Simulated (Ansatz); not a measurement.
**Ti: densities and their changes**

Space group P6_3/mmc; the calculation finds a residual pressure of about −2 GPa at this fixed cell.

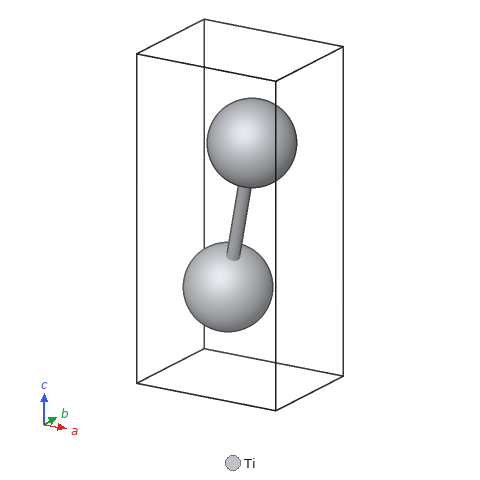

The conventional cell.

```yaml
crystal:
  lattice:
    - [2.95000, 0.00000, 0.00000]
    - [-1.47500, 2.55477, 0.00000]
    - [0.00000, 0.00000, 4.68000]
  atoms:
    - { symbol: Ti, position: [0.33333, 0.66667, 0.25000] }
    - { symbol: Ti, position: [0.66667, 0.33333, 0.75000] }
```

Level of theory: DFT r2SCAN, scalar-relativistic, plane waves, PAW in Ansatz 0.2.0.

Core electrons are frozen (PAW), so the maps are meaningful between the atoms, not at the nuclei.

## 1. Bonding charge

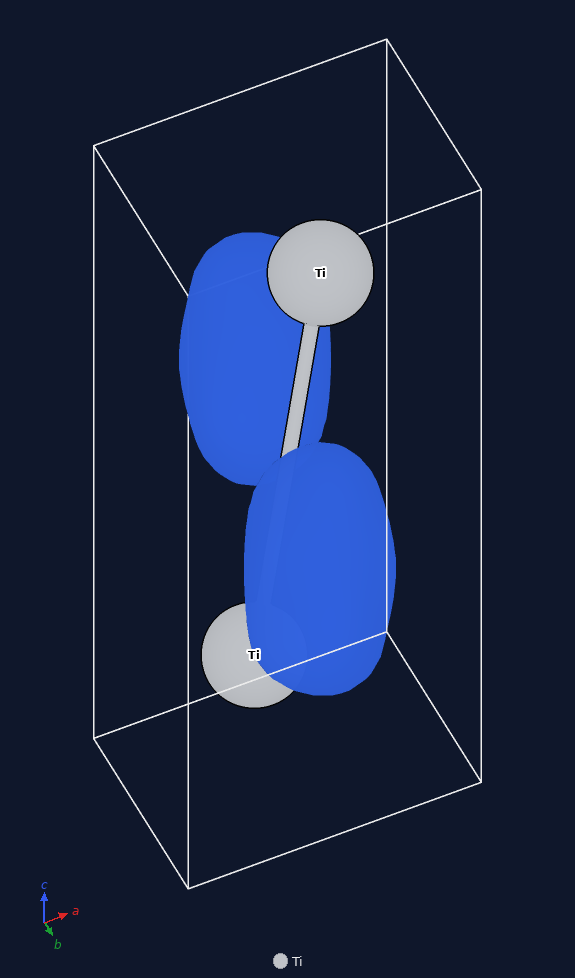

*Bonding charge density, ρ(crystal) − Σ ρ(neutral atoms): blue surfaces at +0.04, none at −0.04 e/Å³, in the conventional cell seen at an oblique angle (the regions close to the nuclei are left out). Cores are masked to 1.0 Å (Ti).*

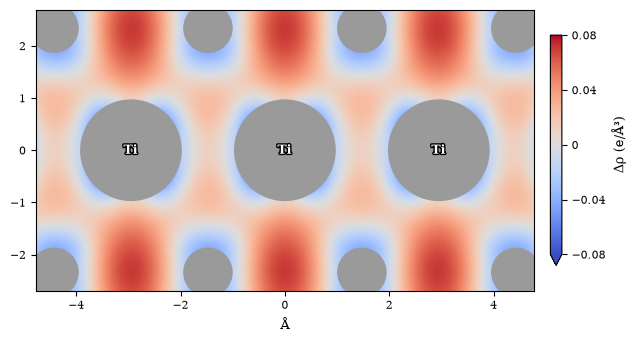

Also shown: a map on the (010) plane of the conventional cell, with grey discs over the atomic cores.

Q: Read the map: where is density gained and where lost?

A: Ti–Ti (2.89 Å): Δρ is about zero at the midpoint.
Over the whole cell, outside the masked cores, the largest gain, 0.07 e/Å³, lies 1.7 Å from a titanium nucleus, and the largest loss lies at the edge of the masked core of Ti.
In all about 0.23 e an atom is rearranged against the free atoms.

## 2. Moving an atom

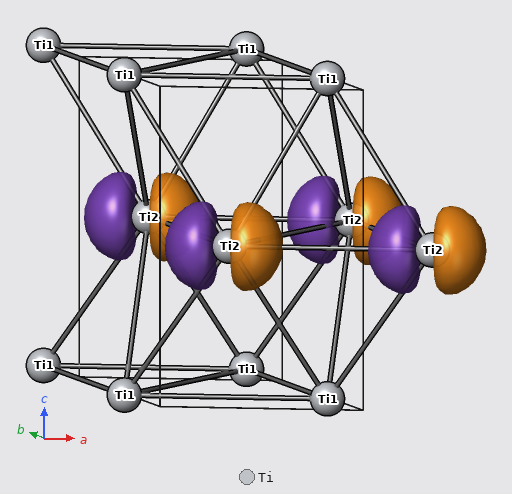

Ti: one atom of the 2-atom cell (and its periodic copies) was moved a little. Density after less density before, orange at +0.8 and purple at −0.8 e/Å³, seen slightly off an axis; cell a = 2.95 Å, b = 2.95 Å, c = 4.68 Å, α = 90.00°, β = 90.00°, γ = 120.00°. The lobes lie largely inside the PAW sphere, where the density is a smoothed one.

Q: Find the displaced atom and its direction.

A: Ti2 moved towards the orange lobe, to the right in the picture. In the run the shift was 0.15 Å along [1 0 0] in the axes of the cell drawn.

Q: What restoring force does the calculation give for this move?

A: The force on it changes by 0.29 eV/Å along the move, against it: a stiffness of about 1.9 eV/Å² for this sublattice shift.

## 3. Change of volume

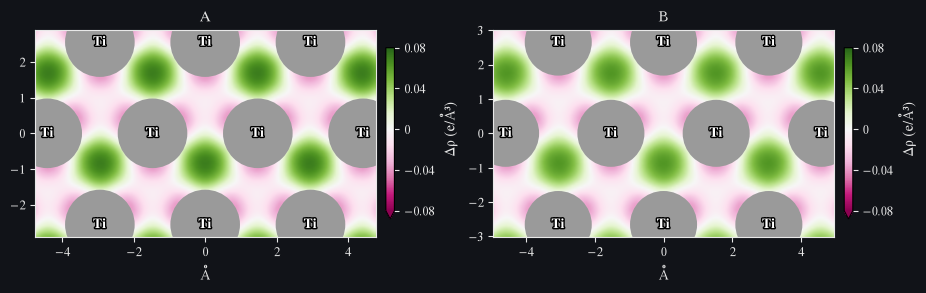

Ti: deformation density on the (001) plane of the conventional cell at two volumes, with the same fractional coordinates and one colour scale. Grey discs cover the cores.

Q: How do the two volumes compare, and how does the bonding charge respond?

A: B is the larger cell: B has 112 % of the volume of A.
- From A to B, Ti–Ti goes from 2.89 to 3.01 Å, and Δρ at its midpoint from +0.002 to +0.004 e/Å³.
- The pressure is −2 GPa in A and −12 GPa in B.
- The rearranged charge is 0.23 e an atom in A and 0.23 e in B.

## 4. Putting it together

The two pressures give a mean stiffness −ΔP/Δln V of about 89 GPa over this range, with the atoms held at their fractional positions.

Run times: 10 s (base cell), 18 s (moved atom) and 13 s (scaled cell), on 2 threads of Intel(R) Xeon(R) 6975P-C (Granite Rapids), on a shared host.
